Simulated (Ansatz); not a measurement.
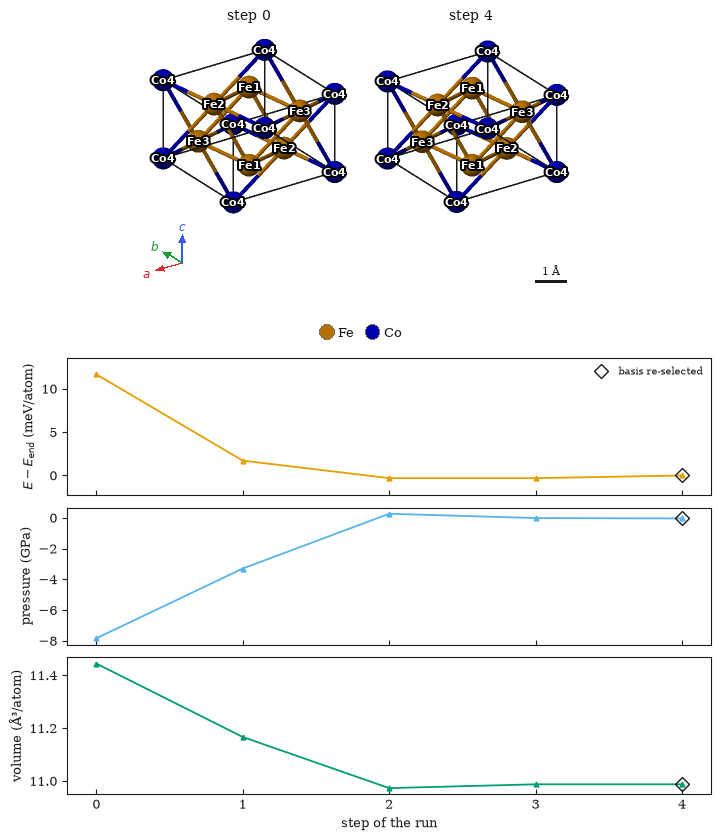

First and last geometry of a relaxation of crystalline Fe3Co (set up in P4/mmm), with the history of the run. Style: ball-and-stick. Shown: the cell of the calculation, from a free direction.

Case: relaxed functional: PBEsol.

Method: Ansatz 0.2.0, DFT PBEsol, scalar-relativistic, plane waves, PAW. Settings: plane-wave cutoff 420 eV; k-point mesh 10 × 10 × 14; occupations gaussian; smearing width 0.1 eV; collinear spin; cell and atoms relaxed; force threshold 0.01 eV/Å; at most 60 steps.

Read the history and describe the run.

It converged. The atoms keep their places relative to the cell (all moves are under 0.005 Å). The drawn cell changes as follows: a = b 4.024 → 3.969 Å (−1.4 %), c 2.828 → 2.790 Å (−1.3 %); the volume changes by −4.0 %. Near-neighbour distances that change, for instance: Fe2–Co4 2.459 → 2.426 Å, Fe1–Fe2 2.459 → 2.426 Å. The space group stays P4/mmm (No. 123). Over 3 accepted moves (4 points after the start) the energy falls by 11.7 meV per atom. All forces vanish by symmetry, so only the cell relaxes. Pressure: −7.83 GPa at the start and −0.04 GPa at the end. The SCF was repeated once at an unchanged geometry on a basis and grid sized afresh for the cell, which shifted the energy by 0.3 meV per atom at most.

```tsv
step	E − E(0), meV/atom	pressure, GPa	volume, Å³/atom	note
0	0.00	-7.83	11.445	
1	-9.95	-3.29	11.167	
2	-11.98	0.27	10.973	
3	-11.98	-0.01	10.988	
4	-11.67	-0.04	10.988	same geometry, new basis
```
